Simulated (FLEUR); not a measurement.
# HfO$_{2}$: 7 runs along one coordinate

System: HfO$_{2}$ (3 atoms in the cell).
Method: Kohn-Sham DFT of a periodic cell, PBEsol, all-electron, no spin polarisation (FLEUR MaX-R8.1 (later development tree)).

The 7 runs differ only in the geometry, by an even scaling of the cell at fixed fractional positions. The structure derives from an entry of the Crystallography Open Database.

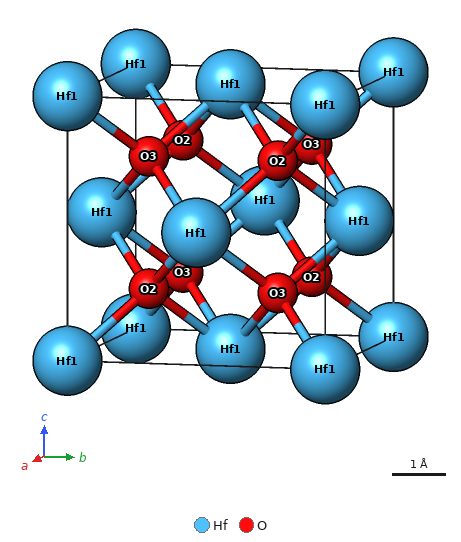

Figure 1. The structure of run 4 (ball-and-stick view of the cell 4 times as large as that of the calculation, set on its symmetry axes, seen slightly off an axis; atoms are numbered from 1 in the order of the input). An atom can appear more than once, as a periodic image.

## Input of run 4
```
<?xml version="1.0" encoding="UTF-8" standalone="no"?>
<fleurInput fleurInputVersion="0.39">
   <comment>
      HfO2                                                                                                
   </comment>
   <calculationSetup>
      <cutoffs Kmax="5.0" Gmax="15.5" GmaxXC="15.5" numbands="0"/>
      <scfLoop itmax="60" minDistance="0.00001" maxIterBroyd="15" imix="Anderson" alpha="0.05" precondParam="0.0" spinf="2.0" sdNocoIR="T"/>
      <coreElectrons ctail="T" frcor="F" kcrel="0" coretail_lmax="0"/>
      <xcFunctional name="PBEs" relativisticCorrections="F"/>
      <magnetism jspins="1"/>
      <soc l_soc="F" theta="0.0" phi="0.0" spav="F"/>
      <expertModes spex="0" secvar="F"/>
      <geometryOptimization l_f="T" forcealpha="1.0" forcemix="BFGS" epsdisp="0.0005" epsforce="0.0002"/>
      <ldaU l_linMix="F" mixParam="0.05" spinf="1.0"/>
   </calculationSetup>
   <cell>
      <bzIntegration valenceElectrons="38.0" mode="hist" fermiSmearingEnergy="0.00183747">
         <kPointListSelection listName="default-1"/>
         <!-- k-points included here -->
         <xi:include xmlns:xi="http://www.w3.org/2001/XInclude" href="kpts.xml"> </xi:include>
      </bzIntegration>
      <!-- symmetry operations included here -->
      <xi:include xmlns:xi="http://www.w3.org/2001/XInclude" href="sym.xml"> </xi:include>
      <bulkLattice scale="1.0">
         <bravaisMatrix>
            <row-1>    0.0000000000000000     4.8329745636645001     4.8329745636645001</row-1>
            <row-2>    4.8329745636645001     0.0000000000000000     4.8329745636645001</row-2>
            <row-3>    4.8329745636645001     4.8329745636645001     0.0000000000000000</row-3>
         </bravaisMatrix>
      </bulkLattice>
   </cell>
   <atomSpecies>
      <species name="Hafnium (Hf)" element="Hf" atomicNumber="72">
         <mtSphere radius="2.32" gridPoints="791" logIncrement="0.017"/>
         <atomicCutoffs lmax="10" lnonsphr="10"/>
         <electronConfig flipSpins="F">
            <coreConfig>(1s1/2) (2s1/2) (2p1/2) (2p3/2) (3s1/2) (3p1/2) (3p3/2) (4s1/2) (3d3/2) (3d5/2) (4p1/2) (4p3/2) (4d3/2) (4d5/2)</coreConfig>
            <valenceConfig>(5s1/2) (5p1/2) (5p3/2) (6s1/2) (4f5/2) (4f7/2) (5d3/2) (5d5/2)</valenceConfig>
            <stateOccupation state="(5d3/2)" spinUp="0.400000" spinDown="0.400000"/>
            <stateOccupation state="(5d5/2)" spinUp="0.600000" spinDown="0.600000"/>
         </electronConfig>
         <energyParameters s="6" p="6" d="5" f="4"/>
         <lo type="SCLO" l="0" n="5" eDeriv="0"/>
         <lo type="SCLO" l="1" n="5" eDeriv="0"/>
         <lo type="SCLO" l="2" n="5" eDeriv="2"/>
         <lo type="SCLO" l="3" n="4" eDeriv="2"/>
      </species>
      <species name="Oxygen (O)" element="O" atomicNumber="8">
         <mtSphere radius="1.44" gridPoints="489" logIncrement="0.022"/>
         <atomicCutoffs lmax="8" lnonsphr="8"/>
         <electronConfig flipSpins="F">
            <coreConfig>(1s1/2)</coreConfig>
            <valenceConfig>(2s1/2) (2p1/2) (2p3/2)</valenceConfig>
            <stateOccupation state="(2p1/2)" spinUp="0.666667" spinDown="0.666667"/>
            <stateOccupation state="(2p3/2)" spinUp="1.333333" spinDown="1.333333"/>
         </electronConfig>
         <energyParameters s="2" p="2" d="3" f="4"/>
         <lo type="SCLO" l="0" n="2" eDeriv="2"/>
         <lo type="SCLO" l="1" n="2" eDeriv="2"/>
         <lo type="SCLO" l="2" n="3" eDeriv="2"/>
      </species>
   </atomSpecies>
   <atomGroups>
      <atomGroup species="Hafnium (Hf)">
         <relPos label="                   1">.0000000000 .0000000000 .0000000000</relPos>
         <force calculate="T" relaxXYZ="TTT"/>
      </atomGroup>
      <atomGroup species="Oxygen (O)">
         <relPos label="                   2">-1.000/4.000 -1.000/4.000 -1.000/4.000</relPos>
         <relPos label="                   3">1.000/4.000 1.000/4.000 1.000/4.000</relPos>
         <force calculate="T" relaxXYZ="TTT"/>
      </atomGroup>
   </atomGroups>
   <output dos="F" band="F" slice="F">
      <checks vchk="F" cdinf="F"/>
      <bandDOS minEnergy="-.5*Htr" maxEnergy="0.5*Htr" sigma="0.015" storeEVData="T"/>
      <vacuumDOS vacdos="F" integ="F" star="F" nstars="0" locx1="0.0" locy1="0.0" locx2="0.0" locy2="0.0" nstm="0" tworkf="0.0"/>
      <unfoldingBand unfoldBand="F" supercellX="1" supercellY="1" supercellZ="1"/>
      <plotting iplot="0" polar="F">
         <plot TwoD="T" vec1="  1.0  0.0  0.0" vec2="  0.0  1.0  0.0" vec3="  0.0  0.0  1.0" zero="  0.0  0.0  0.0" file="plot"/>
      </plotting>
      <chargeDensitySlicing numkpt="0" minEigenval="0.0" maxEigenval="0.0" nnne="0" pallst="F"/>
      <specialOutput eonly="F"/>
      <moessbauerParams electricFieldGradient="T" isomerShift="T" coreHyperfine="T" valenceHyperfine="T"/>
      <magneticCircularDichroism mcd="F" energyLo="-10.0" energyUp="0.0"/>
   </output>
  <!-- We include the file relax.xml here to enable relaxations (see documentation) -->
  <xi:include xmlns:xi="http://www.w3.org/2001/XInclude" href="relax.xml"> <xi:fallback/> </xi:include>
</fleurInput>
```

Command:
```bash
inpgen -f crystal.txt -profile fastHighL; mpirun -n 4 fleur_MPI -pe_per_kpt 1
```

Lattice vectors (Å) and fractional positions of run 4:
```
   0.000000    2.557500    2.557500
   2.557500    0.000000    2.557500
   2.557500    2.557500    0.000000
Hf  0.000000  0.000000  0.000000
O   0.750000  0.750000  0.750000
O   0.250000  0.250000  0.250000
```

Run 2 has the same physical settings and fractional positions; its lattice vectors (Å) are:
```
   0.000000    2.522935    2.522935
   2.522935    0.000000    2.522935
   2.522935    2.522935    0.000000
```

## Results, with one run withheld

```tsv
run	volume per atom (Å³)	free energy per atom, from the lowest run given (meV)	gap on the mesh (eV)
1	10.483	0.00	3.85
2	10.706	?	?
3	10.929	0.73	3.74
4	11.152	11.86	3.69
5	11.375	29.12	3.64
6	11.598	51.99	3.59
7	11.821	79.60	3.54
```

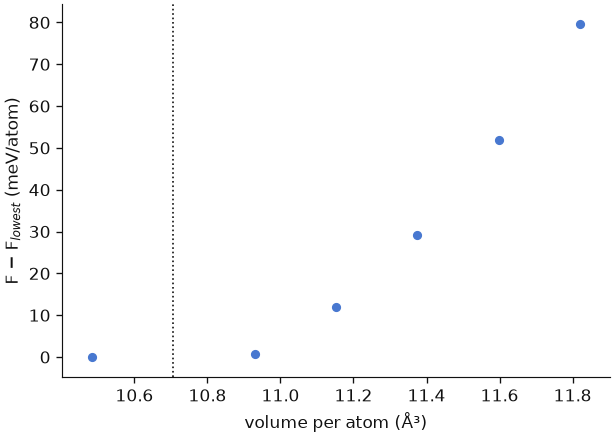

Figure 2. Free energy per atom of the runs given; the dotted line marks run 2.

What should run 2 give?

A cubic polynomial in V^(−2/3) (the Birch–Murnaghan form), fitted to the 6 runs given, misses them by at most 0.05 meV per atom. With x = V^(−2/3) − 0.19963 Å⁻², it reads F = 15.899 − 6026.8 x + 4.632e+05 x² + 6.3086e+05 x³ (meV per atom). At run 2 it gives −3.52 meV per atom, and the run itself gives −3.37. The fit has its minimum at 10.691 Å³ per atom, where V d²F/dV² gives 269 GPa: the bulk modulus at this level, since symmetry fixes the shape and the positions. The gap on the mesh goes, without turning, from 3.85 eV in run 1 to 3.54 eV in run 7; run 2 has 3.79 eV. These are gaps of this functional on this mesh, which can miss the band edges; they aren't the measured gap.

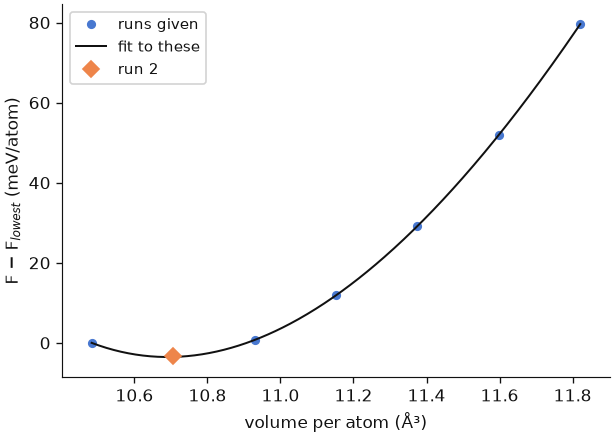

Figure 3. The fit and the withheld run.

## Output (run 2)
```
Welcome to FLEUR        (www.flapw.de)
      MaX-Release 8.1          (www.max-centre.eu)

 ========== k-point set info ==========
 Selected k-point list: default-1
 k-point list type: mesh
 9 x 9 x 9
 Number of k points: 35

 ------------Calculation Setup---------------------------
 Number of MPI-tasks      :            4
 Number of PE/node        :            4
 Number of OMP-threads    :            1
 Using exactly            1  PE per kpt
 Using exactly            1  PE per kpt
 k-points in parallel     :            4
 pe's per k-point         :            1
 No of k-point loops      :            8
 Info/Warning             : your k-point parallelism is not fully load-balanced
 Using exactly            1  PE per kpt
 Using exactly            1  PE per kpt
 Eigenvalue solver        :       lapack
 Number of basis functions:          553
 Approximate size of matrices (H+S) per k-point:         0.005 GB
 --------------------------------------------------------

 Iteration:     1   Distance:      31.65328462 me/bohr^3

 Iteration:     2   Distance:      26.98077534 me/bohr^3

 Iteration:     3   Distance:       9.36290122 me/bohr^3

 Iteration:     4   Distance:       8.79499458 me/bohr^3

 Iteration:     5   Distance:       4.67053326 me/bohr^3

 Iteration:     6   Distance:       1.25510576 me/bohr^3

 Iteration:     7   Distance:       0.82394678 me/bohr^3

 Iteration:     8   Distance:       0.10964488 me/bohr^3

 Iteration:     9   Distance:       0.09595362 me/bohr^3

 Iteration:    10   Distance:       0.02201959 me/bohr^3

 Iteration:    11   Distance:       0.00224920 me/bohr^3

 Iteration:    12   Distance:       0.00200779 me/bohr^3

 Iteration:    13   Distance:       0.00014677 me/bohr^3

 Iteration:    14   Distance:       0.00007407 me/bohr^3

 Iteration:    15   Distance:       0.00001590 me/bohr^3

 Iteration:    16   Distance:       0.00001398 me/bohr^3

 Iteration:    17   Distance:       0.00000403 me/bohr^3

 ********************************************************************
 Run finished successfully
 Stop message:
   all done
 ********************************************************************
```

Notes: Spin–orbit coupling is left out, which matters for Hf.
